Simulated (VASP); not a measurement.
Run report: Ge, single-point calculation (part 1 of 2)

- system: Ge (P1, 8 atoms in the cell)
- method: Kohn-Sham DFT of a periodic cell, PBE, VASP PAW PBE potentials, recommended, no spin polarisation (VASP 6.6.1)

The structure derives from a Materials Project entry. It belongs to a series of runs on one base structure; here: atoms moved at random by about 0.05 A.

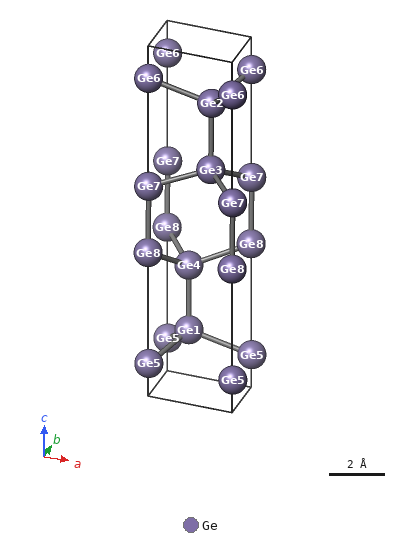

Figure 1. The input geometry (ball-and-stick view of the cell of the calculation, seen slightly off an axis; atoms are numbered from 1 in the order of the input).

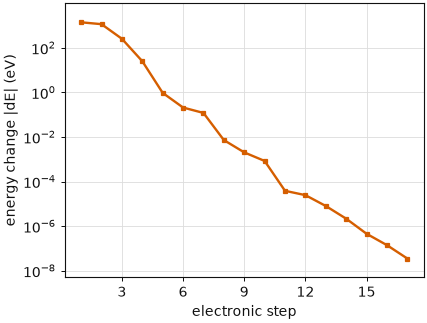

Figure 2. Convergence of the self-consistent field: energy change |dE| against the electronic step. It takes 17 electronic steps.

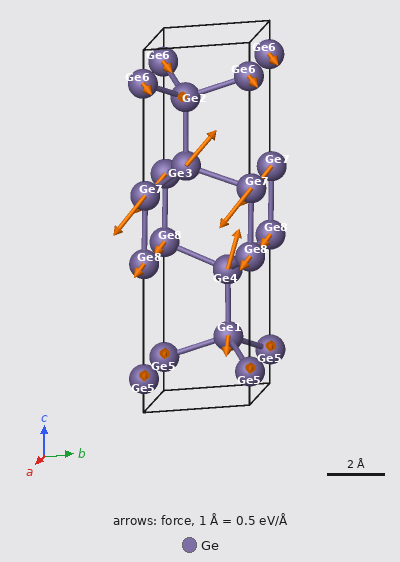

Figure 3. Forces on the atoms as orange arrows (ball-and-stick view of the cell of the calculation, seen slightly off an axis; atoms are numbered from 1 in the order of the input). The largest act on Ge7 (0.91 eV/Å); Ge3 (0.84 eV/Å); Ge4 (0.76 eV/Å); Ge1 (0.42 eV/Å), among others. The geometry is not a stationary point of this energy.

The input that produced these results follows, with the program's output.

**INCAR**
```
PREC     = Accurate       # precision mode
ENCUT    = 520            # plane-wave cutoff, eV
EDIFF    = 1E-7           # SCF threshold, eV
ISMEAR   = -1             # smearing method
SIGMA    = 0.05           # smearing width, eV
LREAL    = F              # projectors in reciprocal space
LASPH    = T              # aspherical terms in the spheres
NELM     = 60             # most SCF steps
ALGO     = Normal         # electronic algorithm
ISIF     = 2              # what is computed and relaxed
LWAVE    = F              # write WAVECAR
LCHARG   = T              # write CHGCAR
GGA      = PE             # functional
LELF     = T              # ELF
LVHAR    = T            
NBANDS   = 66             # bands
```

**KPOINTS**
```
Automatic mesh
0
Gamma
  8 8 2
```

**POSCAR**
```
Ge
1.0
    4.0031158814      0.0000000000      0.0000000000
   -2.0015579407      3.4668000476      0.0000000000
    0.0000000000      0.0000000000     13.1567068600
Ge
8
Direct
    0.3346370000      0.6727400000      0.1566030000
    0.6813070000      0.3351140000      0.8437720000
    0.6702350000      0.3384810000      0.6538540000
    0.3350480000      0.6674420000      0.3412270000
    0.0079120000      0.0065790000      0.0929860000
    0.0080740000     -0.0033380000      0.9077150000
    0.0034960000      0.0177880000      0.5979260000
   -0.0002980000      0.0062010000      0.4094050000
```

Run as:
```bash
cat potpaw_PBE.64/Ge_d/POTCAR > POTCAR
mpirun -np 1 vasp_std > vasp.out
```

**OSZICAR**
```
N       E                     dE             d eps       ncg     rms          rms(c)
DAV:   1     0.140235593240E+04    0.14024E+04   -0.51385E+04 10368   0.469E+03
DAV:   2     0.245685169594E+03   -0.11567E+04   -0.11236E+04  8976   0.113E+03
DAV:   3    -0.100672537662E+02   -0.25575E+03   -0.24507E+03  9376   0.271E+02
DAV:   4    -0.352755747234E+02   -0.25208E+02   -0.24425E+02 10294   0.909E+01
DAV:   5    -0.362332605981E+02   -0.95769E+00   -0.94930E+00 10042   0.194E+01    0.646E+00
DAV:   6    -0.360227941029E+02    0.21047E+00   -0.34424E-01 14292   0.590E+00    0.375E+00
DAV:   7    -0.359023251539E+02    0.12047E+00   -0.24525E-01  9954   0.389E+00    0.322E-01
DAV:   8    -0.359096253443E+02   -0.73002E-02   -0.41059E-02 10138   0.361E+00    0.203E-01
DAV:   9    -0.359116708334E+02   -0.20455E-02   -0.43270E-03 11270   0.201E+00    0.915E-02
DAV:  10    -0.359125142352E+02   -0.84340E-03   -0.18741E-03 10568   0.619E-01    0.258E-02
DAV:  11    -0.359125528367E+02   -0.38602E-04   -0.38296E-04 10876   0.409E-01    0.144E-02
DAV:  12    -0.359125775219E+02   -0.24685E-04   -0.11626E-04  9878   0.280E-01    0.603E-03
DAV:  13    -0.359125855710E+02   -0.80491E-05   -0.41371E-05  9840   0.112E-01    0.254E-03
DAV:  14    -0.359125877371E+02   -0.21661E-05   -0.15134E-05 10702   0.542E-02    0.203E-03
DAV:  15    -0.359125881933E+02   -0.45618E-06   -0.18555E-06  9810   0.428E-02    0.106E-03
DAV:  16    -0.359125883339E+02   -0.14067E-06   -0.73803E-07  9712   0.165E-02    0.461E-04
DAV:  17    -0.359125883692E+02   -0.35307E-07   -0.45118E-07  7736   0.113E-02
   1 F= -.35912588E+02 E0= -.35911133E+02  d E =-.291040E-02
```

**Parts of OUTCAR**
```
PREC = Accurate
   ENCUT = 520
   EDIFF = 1E-7
   ISMEAR = -1
   LREAL = F
   LASPH = T
   NELM = 60
   ISIF = 2
   GGA = PE

 ion  position               nearest neighbor table
   1  0.335  0.673  0.157-   4 2.43   5 2.44   5 2.46   5 2.48
   2  0.681  0.335  0.844-   6 2.44   6 2.45   6 2.48   3 2.50
   3  0.670  0.338  0.654-   7 2.38   7 2.43   7 2.47   2 2.50
   4  0.335  0.667  0.341-   1 2.43   8 2.46   8 2.47   8 2.50
   5  0.008  0.007  0.093-   6 2.44   1 2.44   1 2.46   1 2.48
   6  0.008  0.997  0.908-   5 2.44   2 2.44   2 2.45   2 2.48
   7  0.003  0.018  0.598-   3 2.38   3 2.43   3 2.47   8 2.48
   8  1.000  0.006  0.409-   4 2.46   4 2.47   7 2.48   4 2.50

  LATTYP: Found a hexagonal cell.
 ALAT       =     4.0031158814
 C/A-ratio  =     3.2866165382

  Lattice vectors:

 A1 = (   4.0031158814,   0.0000000000,   0.0000000000)
 A2 = (  -2.0015579407,   3.4668000476,   0.0000000000)
 A3 = (   0.0000000000,   0.0000000000,  13.1567068600)

Analysis of symmetry for initial positions (statically):
=====================================================================
 Subroutine PRICEL returns:
 Original cell was already a primitive cell.

 Routine SETGRP: Setting up the symmetry group for a
 hexagonal supercell.

 Subroutine GETGRP returns: Found  1 space group operations
 (whereof  1 operations were pure point group operations)
 out of a pool of 24 trial point group operations.

The static configuration has the point symmetry C_1 .

Analysis of symmetry for dynamics (positions and initial velocities):
=====================================================================
 Subroutine PRICEL returns:
 Original cell was already a primitive cell.

 Routine SETGRP: Setting up the symmetry group for a
 hexagonal supercell.

 Subroutine GETGRP returns: Found  1 space group operations
 (whereof  1 operations were pure point group operations)
 out of a pool of 24 trial point group operations.

The dynamic configuration has the point symmetry C_1 .

 Subroutine INISYM returns: Found  1 space group operations
 (whereof  1 operations are pure point group operations),
 and found     1 'primitive' translations

----------------------------------------------------------------------------------------

                                     Primitive cell

  volume of cell :     182.5888

  direct lattice vectors                    reciprocal lattice vectors
     4.003115881  0.000000000  0.000000000     0.249805409  0.144225220  0.000000000
    -2.001557941  3.466800048  0.000000000     0.000000000  0.288450440  0.000000000
     0.000000000  0.000000000 13.156706860     0.000000000  0.000000000  0.076006862

  length of vectors
     4.003115881  4.003115881 13.156706860     0.288450440  0.288450440  0.076006862

  position of ions in fractional coordinates (direct lattice)
     0.334637000  0.672740000  0.156603000
     0.681307000  0.335114000  0.843772000
     0.670235000  0.338481000  0.653854000
     0.335048000  0.667442000  0.341227000
     0.007912000  0.006579000  0.092986000
     0.008074000  0.996662000  0.907715000
     0.003496000  0.017788000  0.597926000
     0.999702000  0.006201000  0.409405000

  ion indices of the primitive-cell ions
   primitive index   ion index
                 1           1
                 2           2
                 3           3
                 4           4
                 5           5
                 6           6
                 7           7
                 8           8

----------------------------------------------------------------------------------------

 KPOINTS: Automatic mesh

Automatic generation of k-mesh.
 Grid dimensions read from file:
 generate k-points for:    8    8    2

 Generating k-lattice:

  Cartesian coordinates                     Fractional coordinates (reciprocal lattice)
     0.031225676  0.018028153  0.000000000     0.125000000 -0.000000000  0.000000000
     0.000000000  0.036056305  0.000000000     0.000000000  0.125000000  0.000000000
     0.000000000  0.000000000  0.038003431     0.000000000  0.000000000  0.500000000

  Length of vectors
     0.036056305  0.036056305  0.038003431

  Shift w.r.t. Gamma in fractional coordinates (k-lattice)
     0.000000000  0.000000000  0.000000000

 Subroutine IBZKPT returns following result:
 ===========================================

 Found     68 irreducible k-points:

 Following reciprocal coordinates:
            Coordinates               Weight
  0.000000  0.000000  0.000000      1.000000
  0.125000 -0.000000  0.000000      2.000000
  0.000000  0.125000  0.000000      2.000000
 -0.125000  0.125000  0.000000      2.000000
  0.250000 -0.000000  0.000000      2.000000
  0.000000  0.250000  0.000000      2.000000
 -0.250000  0.250000  0.000000      2.000000
  0.375000 -0.000000  0.000000      2.000000
  0.000000  0.375000  0.000000      2.000000
 -0.375000  0.375000  0.000000      2.000000
  0.500000 -0.000000  0.000000      1.000000
  0.000000  0.500000  0.000000      1.000000
  0.500000  0.500000  0.000000      1.000000
  0.125000  0.125000  0.000000      2.000000
 -0.125000  0.250000  0.000000      2.000000
 -0.250000  0.125000  0.000000      2.000000
  0.250000  0.125000  0.000000      2.000000
 -0.125000  0.375000  0.000000      2.000000
 -0.375000  0.250000  0.000000      2.000000
 -0.250000  0.375000  0.000000      2.000000
  0.125000  0.250000  0.000000      2.000000
  0.375000 -0.125000  0.000000      2.000000
  0.375000  0.125000  0.000000      2.000000
 -0.125000  0.500000  0.000000      2.000000
 [... further k-points ...]
   k-points           NKPTS =     68   k-points in BZ     NKDIM =     68   number of bands    NBANDS=     66
   number of dos      NEDOS =    301   number of ions     NIONS =      8
   total plane-waves  NPLWV =  88200
   dimension x,y,z NGX =    30 NGY =   30 NGZ =   98
   dimension x,y,z NGXF=    60 NGYF=   60 NGZF=  196
   ions per type =               8
   NGX,Y,Z   is equivalent  to a cutoff of  12.46, 12.46, 12.38 a.u.
   NGXF,Y,Z  is equivalent  to a cutoff of  24.92, 24.92, 24.77 a.u.
 SYSTEM =  unknown system
   PREC   = accura    normal or accurate (medium, high low for compatibility)
   ISTART =      0    job   : 0-new  1-cont  2-samecut
   ICHARG =      2    charge: 1-file 2-atom 10-const
   ISPIN  =      1    spin polarized calculation?
   LNONCOLLINEAR =      F non collinear calculations
   LSORBIT =      F    spin-orbit coupling
   LASPH  =      T    aspherical Exc in radial PAW
   ENCUT  =  520.0 eV  38.22 Ry    6.18 a.u.   7.44  7.44 24.46*2*pi/ulx,y,z
   NELM   =     60;   NELMIN=  2; NELMDL= -5     # of ELM steps
   EDIFF  = 0.1E-06   stopping-criterion for ELM
   LREAL  =      F    real-space projection
   EDIFFG = 0.1E-05   stopping-criterion for IOM
   NSW    =      0    number of steps for IOM
   IBRION =     -1    ionic relax: 0-MD 1-quasi-New 2-CG
   NFREE  =      0    steps in history (QN), initial steepest desc. (CG)
   ISIF   =      2    stress and relaxation
   ISYM   =      2    0-nonsym 1-usesym 2-fastsym
   POTIM  = 0.5000    time-step for ionic-motion
   TEBEG  =    0.0;   TEEND  =   0.0 temperature during run
   PSTRESS=    0.0 pullay stress
   NELECT =     112.0000    total number of electrons
   NUPDOWN=      -1.0000    fix difference up-down
   EMIN   =  10.00;   EMAX   =-10.00  energy-range for DOS
   EFERMI =   0.00;   METHOD = LEGACY
   ISMEAR =    -1;   SIGMA  =   0.05  broadening in eV -4-tet -1-fermi 0-gaus
   EFERMI_NEDOS =   21; number of points for ismear=-14 and -15
   IALGO  =     38    algorithm
   IMIX   =      4    mixing-type and parameters
     AMIX     =   0.40;   BMIX     =  1.00
     AMIX_MAG =   1.60;   BMIX_MAG =  1.00
  volume/ion in A,a.u.               =      22.82       154.02
  Fermi-wavevector in a.u.,A,eV,Ry     =   1.390986  2.628583 26.325128  1.934842
  Thomas-Fermi vector in A             =   2.514869
   LORBIT       =      0    0 simple, 1 ext, 2 COOP (PROOUT), +10 PAW based schemes
   GGA     = PE    functional components
   LHFCALC =     F    Hartree Fock is set to
   AEXX    =    0.0000 exact exchange contribution
   IVDW    =     0    specifies the selected vdW correction
   LEPSILON=     F    determine dielectric tensor
   LRPA    =     F    only Hartree local field effects (RPA)
 non-spin polarized calculation
  energy-cutoff  :      520.00
  volume of cell :      182.59
 maximum number of plane-waves:      4987
 NGX is ok and might be reduce to    30
   NGX = 15   NGY = 15   NGZ = 49

 number of electron     112.0000004 magnetization

 Free energy of the ion-electron system (eV)
  ---------------------------------------------------
  ext. energy  EPLUGINS =         0.00000000
  ---------------------------------------------------
  free energy    TOTEN  =       -35.91258837 eV

  energy without entropy =      -35.90967797  energy(sigma->0) =      -35.91113317

 E-fermi :   4.9728     XC(G=0):  -9.8855     alpha+bet :-10.3312

 val. band max:        4.9716098293   @ k =   0.0000   0.0000   0.5000
 cond. band min:       4.9929725883   @ k =   0.0000   0.0000   0.0000
 fundamental gap:      0.0213627591
 Fermi energy:         4.9728045405

 k-point     1 :       0.0000    0.0000    0.0000
  band No.  band energies     occupation
      1     -20.0613      2.00000
      2     -20.0397      2.00000
      3     -19.9832      2.00000
      4     -19.9816      2.00000
      5     -19.9702      2.00000
      6     -19.9305      2.00000
      7     -19.9226      2.00000
      8     -19.9138      2.00000
      9     -19.8903      2.00000
     10     -19.8873      2.00000
     11     -19.8796      2.00000
     12     -19.8655      2.00000
     13     -19.8482      2.00000
     14     -19.8470      2.00000
     15     -19.8158      2.00000
     16     -19.8127      2.00000
     17     -19.8083      2.00000
     18     -19.8021      2.00000
     19     -19.7872      2.00000
     20     -19.7813      2.00000
     21     -19.7747      2.00000
     22     -19.7653      2.00000
     23     -19.7283      2.00000
     24     -19.7278      2.00000
     25     -19.6933      2.00000
     26     -19.6760      2.00000
     27     -19.6747      2.00000
     28     -19.6532      2.00000
     29     -19.6520      2.00000
     30     -19.6468      2.00000
     31     -19.6314      2.00000
     32     -19.6263      2.00000
     33     -19.6239      2.00000
     34     -19.6024      2.00000
     35     -19.6000      2.00000
     36     -19.5970      2.00000
     37     -19.5649      2.00000
     38     -19.5637      2.00000
     39     -19.5344      2.00000
     40     -19.5287      2.00000
     41      -7.8235      2.00000
     42      -7.1915      2.00000
     43      -6.9578      2.00000
     44      -5.7318      2.00000
     45      -2.6614      2.00000
     46       0.1587      2.00000
     47       0.1844      2.00000
     48       3.3872      2.00000
     49       3.5277      2.00000
     50       3.8675      2.00000
     51       4.0412      2.00000
     52       4.1718      2.00000
     53       4.2688      2.00000
     54       4.7924      1.94726
     55       4.8835      1.71267
     56       4.9930      0.80101
     57       5.0292      0.48889
     58       5.0774      0.21978
     59       5.4530      0.00013
     60       5.8565      0.00000
     61       7.2737      0.00000
     62       7.3874      0.00000
     63       7.5976      0.00000
     64       8.0857      0.00000
     65       8.1915      0.00000
     66       8.6753      0.00000
```
